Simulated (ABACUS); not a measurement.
## ZnS: band-structure run (part 1 of 2)

System: ZnS (P6₃mc, 4 atoms in the cell).
Method: Kohn-Sham DFT of a periodic cell, PBEsol, GBRV ultrasoft 1.5 PBEsol, no spin polarisation (ABACUS 3.10.1).

The structure derives from an entry of the Crystallography Open Database.

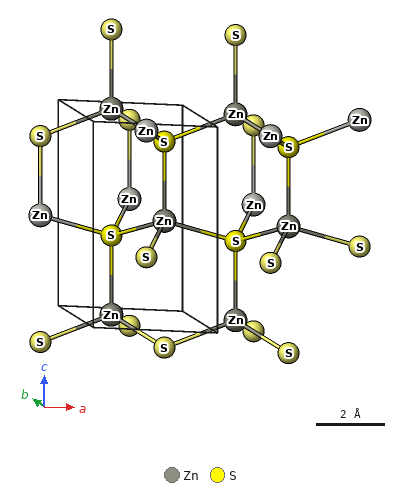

Fig. 1: The structure as given in the input (ball-and-stick view of the cell of the calculation, repeated 2 × 1 × 1, seen slightly off an axis; neighbours outside the cell are drawn fainter). Near neighbours in the crystal (not all of them lie inside the picture): Zn has 4 S at 2.31 to 2.40 Å; S has 4 Zn at 2.31 to 2.40 Å.

## The input
```
INPUT_PARAMETERS
suffix              ZnS
calculation         scf
basis_type          pw
pseudo_dir          ./
latname             hexagonal
symmetry            1
dft_functional      pbesol
ecutwfc             40
pseudo_rcut         10
nspin               1
nbands              38
ks_solver           dav
smearing_method     fd
smearing_sigma      0.00367493
scf_thr             1e-08
scf_nmax            100
mixing_type         broyden
mixing_beta         0.7
cal_force           1
cal_stress          1
ecutrho             320
out_chg             1
kpar                4
```

## File STRU
```
ATOMIC_SPECIES
Zn 65.3800 zn_pbesol_v1.uspp.F.UPF
S 32.0600 s_pbesol_v1.4.uspp.F.UPF

LATTICE_CONSTANT
7.2017462609

LATTICE_PARAMETERS
1.6357911309

ATOMIC_POSITIONS
Direct

Zn
0.0
2
0.6666666667 0.3333333333 0.5000000000 1 1 1
0.3333333333 0.6666666667 0.0000000000 1 1 1

S
0.0
2
0.6666666667 0.3333333333 0.8850000000 1 1 1
0.3333333333 0.6666666667 0.3850000000 1 1 1
```

## File KPT
```
K_POINTS
0
Gamma
6 6 4 0 0 0
```

Command:
```bash
OMP_NUM_THREADS=1 mpirun -np 4 abacus > log
```

## Output
```
ABACUS v3.10.1

               Atomic-orbital Based Ab-initio Computation at UStc

 ------------------------------------------------------------------------------------

 READING GENERAL INFORMATION
                           global_out_dir = OUT.ZnS/
                           global_in_card = INPUT
                               pseudo_dir = ./
                              orbital_dir =
                                    DSIZE = 4
                                    GSIZE = 1

 READING UNITCELL INFORMATION
                                    ntype = 2
                  lattice constant (Bohr) = 7.20175
              lattice constant (Angstrom) = 3.811

 READING ATOM TYPE 1
                               atom label = Zn
                      L=0, number of zeta = 1
                      L=1, number of zeta = 1
                      L=2, number of zeta = 1
             number of atom for this type = 2

 READING ATOM TYPE 2
                               atom label = S
                      L=0, number of zeta = 1
                      L=1, number of zeta = 1
                      L=2, number of zeta = 1
             number of atom for this type = 2

                        TOTAL ATOM NUMBER = 4
DIRECT COORDINATES
    atom                   x                   y                   z     mag                  vx                  vy                  vz
taud_Zn1            0.6666666667        0.3333333333        0.5000000000  0.0000        0.0000000000        0.0000000000        0.0000000000
taud_Zn2            0.3333333333        0.6666666667        0.0000000000  0.0000        0.0000000000        0.0000000000        0.0000000000
taud_S1            0.6666666667        0.3333333333        0.8850000000  0.0000        0.0000000000        0.0000000000        0.0000000000
taud_S2            0.3333333333        0.6666666667        0.3850000000  0.0000        0.0000000000        0.0000000000        0.0000000000

                          Volume (Bohr^3) = 529.142
                             Volume (A^3) = 78.4106

 Lattice vectors: (Cartesian coordinate: in unit of a_0)
                   +1                  +0                  +0
                 -0.5           +0.866025                  +0
                   +0                  +0            +1.63579
 Reciprocal vectors: (Cartesian coordinate: in unit of 2 pi/a_0)
                   +1            +0.57735                  -0
                   -0             +1.1547                  -0
                   +0                  -0           +0.611325
 The esolver type has been set to : ksdft_pw

                PAO radial cut off (Bohr) = 10

 Read in pseudopotential file is zn_pbesol_v1.uspp.F.UPF
                     pseudopotential type = US
          exchange-correlation functional = PBEsol
                 nonlocal core correction = 0
                        valence electrons = 20
                                     lmax = 2
                           number of zeta = 5
                     number of projectors = 6
                           L of projector = 0
                           L of projector = 0
                           L of projector = 1
                           L of projector = 1
                           L of projector = 2
                           L of projector = 2
 XC functional updated to : pbesol
          exchange-correlation functional = PBESOL
                PAO radial cut off (Bohr) = 10

 Read in pseudopotential file is s_pbesol_v1.4.uspp.F.UPF
                     pseudopotential type = US
          exchange-correlation functional = PBEsol
                 nonlocal core correction = 1
                        valence electrons = 6
                                     lmax = 2
                           number of zeta = 2
                     number of projectors = 6
                           L of projector = 0
                           L of projector = 0
                           L of projector = 1
                           L of projector = 1
                           L of projector = 2
                           L of projector = 2
 XC functional updated to : pbesol
          exchange-correlation functional = PBESOL
     initial pseudo atomic orbital number = 34

 SETUP THE ELECTRONS NUMBER
            electron number of element Zn = 20
      total electron number of element Zn = 40
             electron number of element S = 6
       total electron number of element S = 12
            AUTOSET number of electrons:  = 52
                           occupied bands = 26
                                   NBANDS = 38
                                   NLOCAL = 36

%%%%%%%%%%%%%%%%%%%%%%%%%%%%%%%%%%%%%%%%%%%%%%%%%%%%%%%%%%%%%%%%%%%%%%%%%%%%%%%%%%%%%%%%%%%%%%%%%%%%%%%%%%
 Warning: the number of valence electrons in pseudopotential > 12 for Zn: [Ar] 3d10 4s2
 Pseudopotentials with additional electrons can yield (more) accurate outcomes, but may be less efficient.
 If you're confident that your chosen pseudopotential is appropriate, you can safely ignore this warning.
%%%%%%%%%%%%%%%%%%%%%%%%%%%%%%%%%%%%%%%%%%%%%%%%%%%%%%%%%%%%%%%%%%%%%%%%%%%%%%%%%%%%%%%%%%%%%%%%%%%%%%%%%%

 SETUP THE PLANE WAVE BASIS
 energy cutoff for charge/potential (unit:Ry) = 160
            fft grid for charge/potential = [ 30, 30, 48 ]
                        fft grid division = [ 1, 1, 1 ]
        big fft grid for charge/potential = [ 45, 45, 72 ]
                                     nbxx = 145800
                                     nrxx = 43200

 SETUP PLANE WAVES FOR CHARGE/POTENTIAL
                    number of plane waves = 18137
                         number of sticks = 583

 PARALLEL PW FOR CHARGE/POTENTIAL
     PROC   COLUMNS(POT)             PW
        1            583          18137
 --------------- sum -------------------
        1            583          18137
                            number of |g| = 927
                                  max |g| = 209.815
                                  min |g| = 0

 energy cutoff for dense charge/potential (unit:Ry) = 320
      fft grid for dense charge/potential = [ 45, 45, 72 ]
                                     nrxx = 145800

 SETUP PLANE WAVES FOR dense CHARGE/POTENTIAL
                    number of plane waves = 51205
                         number of sticks = 1147

 PARALLEL PW FOR dense CHARGE/POTENTIAL
     PROC   COLUMNS(POT)             PW
        1           1147          51205
 --------------- sum -------------------
        1           1147          51205
                            number of |g| = 2345
                                  max |g| = 420.346
                                  min |g| = 0

----------- Double Check Mixing Parameters Begin ------------
mixing_type: broyden
mixing_beta: 0.7
mixing_gg0: 1
mixing_gg0_min: 0.1
mixing_ndim: 8
----------- Double Check Mixing Parameters End ------------

 LATTICE VECTORS: (CARTESIAN COORDINATE: IN UNIT OF A0)
                   +1                  +0                  +0
                 -0.5           +0.866025                  +0
                   +0                  +0            +1.63579
                       right hand lattice = 1
                                   NORM_A = 1
                                   NORM_B = 1
                                   NORM_C = 1.63579
                           ALPHA (DEGREE) = 90
                           BETA  (DEGREE) = 90
                           GAMMA (DEGREE) = 120

 The lattice vectors have been changed (STRU_SIMPLE.cif)

(for optimal symmetric configuration:)
                             BRAVAIS TYPE = 4
                     BRAVAIS LATTICE NAME = 04. Hexagonal cell
                                    ibrav = 4
                                    IBRAV = 4
                                  BRAVAIS = HEXAGONAL CELL
                       LATTICE CONSTANT A = 1
                                C/A RATIO = 1.63579
Original cell was already a primitive cell.
                        ROTATION MATRICES = 24
              PURE POINT GROUP OPERATIONS = 6
                   SPACE GROUP OPERATIONS = 12
                                       C2 = 0
                                       C3 = 2
                                       C4 = 0
                                       C6 = 0
                                       S1 = 3
                                       S3 = 0
                                       S4 = 0
                                       S6 = 0
                              POINT GROUP = C_3v
                                       C2 = 1
                                       C3 = 2
                                       C4 = 0
                                       C6 = 2
                                       S1 = 6
                                       S3 = 0
                                       S4 = 0
                                       S6 = 0
               POINT GROUP IN SPACE GROUP = C_6v

 SETUP K-POINTS
                                    nspin = 1
                   Input type of k points = Monkhorst-Pack(Gamma)
                                   nkstot = 144
                       right hand lattice = 1
(for reciprocal lattice: )
                             BRAVAIS TYPE = 4
                     BRAVAIS LATTICE NAME = 04. Hexagonal cell
                                    ibrav = 4
                       right hand lattice = 1
(for k-lattice: )
                             BRAVAIS TYPE = 4
                     BRAVAIS LATTICE NAME = 04. Hexagonal cell
                                    ibrav = 4
                       right hand lattice = 1
                        ROTATION MATRICES = 24
                               nkstot_ibz = 21
K-POINTS REDUCTION ACCORDING TO SYMMETRY
     IBZ    DIRECT_X    DIRECT_Y    DIRECT_Z  WEIGHT  ibz2bz
       1  0.00000000  0.00000000  0.00000000  0.0069       0
       2 -0.16666667  0.16666667  0.00000000  0.0417       1
       3 -0.33333333  0.33333333  0.00000000  0.0417       2
       4  0.50000000  0.50000000  0.00000000  0.0208       3
       5 -0.16666667  0.33333333  0.00000000  0.0417       7
       6  0.50000000  0.33333333  0.00000000  0.0833       8
       7  0.33333333  0.33333333  0.00000000  0.0139      14
       8  0.00000000  0.00000000  0.25000000  0.0139      36
       9 -0.16666667  0.16666667  0.25000000  0.0833      37
      10 -0.33333333  0.33333333  0.25000000  0.0833      38
      11  0.50000000  0.50000000  0.25000000  0.0417      39
      12 -0.16666667  0.33333333  0.25000000  0.0833      43
      13  0.50000000  0.33333333  0.25000000  0.1667      44
      14  0.33333333  0.33333333  0.25000000  0.0278      50
      15  0.00000000  0.00000000  0.50000000  0.0069      72
      16 -0.16666667  0.16666667  0.50000000  0.0417      73
      17 -0.33333333  0.33333333  0.50000000  0.0417      74
      18  0.50000000  0.50000000  0.50000000  0.0208      75
      19 -0.16666667  0.33333333  0.50000000  0.0417      79
      20  0.50000000  0.33333333  0.50000000  0.0833      80
      21  0.33333333  0.33333333  0.50000000  0.0139      86

                               nkstot now = 21
[... K-POINTS DIRECT COORDINATES: 21 rows ...]

           k-point number in this process = 6
       minimum distributed K point number = 5
[... stars of the k points ...]

[... K-POINTS CARTESIAN COORDINATES: 6 rows ...]

[... K-POINTS DIRECT COORDINATES: 6 rows ...]

 SETUP PLANE WAVES FOR WAVE FUNCTIONS
     energy cutoff for wavefunc (unit:Ry) = 40
              fft grid for wave functions = [ 30, 30, 48 ]
                    number of plane waves = 3357
                         number of sticks = 187

 PARALLEL PW FOR WAVE FUNCTIONS
     PROC   COLUMNS(POT)             PW
        1            187           3357
 --------------- sum -------------------
        1            187           3357

 SETUP NONLOCAL PSEUDOPOTENTIALS IN PLANE WAVE BASIS
 Zn non-local projectors:
 projector 1 L=0
 projector 2 L=0
 projector 3 L=1
 projector 4 L=1
 projector 5 L=2
 projector 6 L=2
 S non-local projectors:
 projector 1 L=0
 projector 2 L=0
 projector 3 L=1
 projector 4 L=1
 projector 5 L=2
 projector 6 L=2
      TOTAL NUMBER OF NONLOCAL PROJECTORS = 72

 Init Non-Local PseudoPotential table :
 Init Non-Local-Pseudopotential done.

                                     npwx = 2273

 Make real space PAO into reciprocal space.
       max mesh points in Pseudopotential = 763
     dq(describe PAO in reciprocal space) = 0.01
                                    max q = 763

 number of pseudo atomic orbitals for Zn is 5
WARNING: norm of atomic wavefunction # 4 of atomic type Zn is 0.999967, renormalized
WARNING: norm of atomic wavefunction # 5 of atomic type Zn is 0.990497, renormalized

 number of pseudo atomic orbitals for S is 2
WARNING: norm of atomic wavefunction # 2 of atomic type S is 0.999996, renormalized

 -------------------------------------------
 SELF-CONSISTENT
 -------------------------------------------
                                 init_chg = atomic

 PW ALGORITHM --------------- ION=   1  ELEC=   1--------------------------------

 Notice: Threshold on eigenvalues was too large.
 hsover_error=0.52 > DRHO=0.20232
 Origin diag ethr = 0.01
 New diag ethr = 0.000389077

 Density error is 0.195794522091
                          Error Threshold = 0.000389077433168
----------------------------------------------------------
     Energy           Rydberg                 eV
----------------------------------------------------------
 E_KohnSham     -970.6702826583      -13206.6467234241
 E_Harris       -980.7516230675      -13343.8103964662
 E_Fermi        0.5469345661         7.4414265318
----------------------------------------------------------

 PW ALGORITHM --------------- ION=   1  ELEC=   2--------------------------------

 Density error is 0.11604289722
                          Error Threshold = 0.000376527927099
----------------------------------------------------------
     Energy           Rydberg                 eV
----------------------------------------------------------
 E_KohnSham     -970.7104408017      -13207.1931029953
 E_Harris       -959.0697725792      -13048.8136866407
 E_Fermi        0.5788530645         7.8756999824
----------------------------------------------------------

 PW ALGORITHM --------------- ION=   1  ELEC=   3--------------------------------

 Density error is 0.00668430541898
                          Error Threshold = 0.000223159417731
----------------------------------------------------------
     Energy           Rydberg                 eV
----------------------------------------------------------
 E_KohnSham     -970.7379374098      -13207.5672135405
 E_Harris       -973.3907498645      -13243.6605786498
 E_Fermi        0.5807954808         7.9021279112
----------------------------------------------------------

 PW ALGORITHM --------------- ION=   1  ELEC=   4--------------------------------

 Density error is 0.000337618539061
                          Error Threshold = 1.2854433498e-05
----------------------------------------------------------
     Energy           Rydberg                 eV
```
